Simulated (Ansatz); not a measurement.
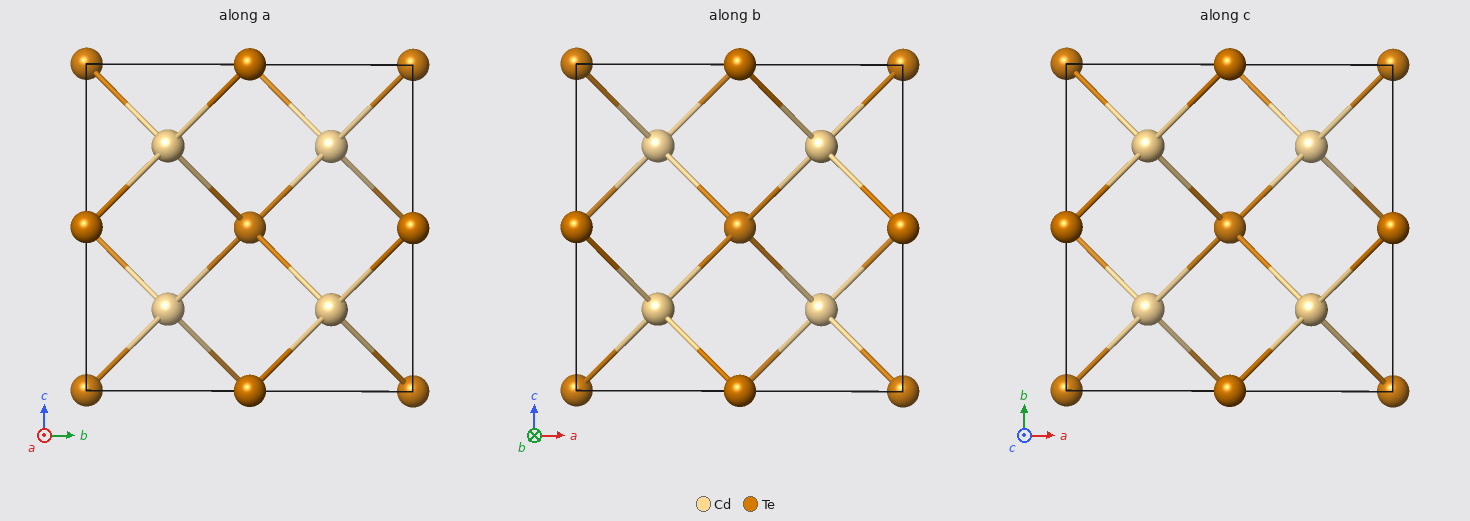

Shown here is a ball-and-stick view of the crystal, taken along the a axis, along the b axis and along the c axis. The drawn cell (a repeat of the simulation cell) is drawn as a box.

Lattice parameters: a = 6.549 Å, b = 6.549 Å, c = 6.549 Å, α = 90.19°, β = 90.19°, γ = 90.19°. Put a along x and b in the xy plane.

**Set out the cell and atoms as a POSCAR file.**

```
Cd Te
1.0
     6.549    0.000    0.000
    -0.022    6.549    0.000
    -0.022   -0.022    6.549
Cd Te
4 4
Direct
  0.2500 0.2500 0.2500
  0.7500 0.7500 0.2500
  0.7500 0.2500 0.7500
  0.2500 0.7500 0.7500
  0.5007 0.0007 0.0007
  0.0007 0.5007 0.0007
  0.0007 0.0007 0.5007
  0.5007 0.5007 0.5007
```

The structure was taken from a structure type filled with these elements by a generator (whether the compound takes this form wasn't checked). The cell was then strained or its atoms displaced on purpose. It was the input of a calculation with Ansatz.
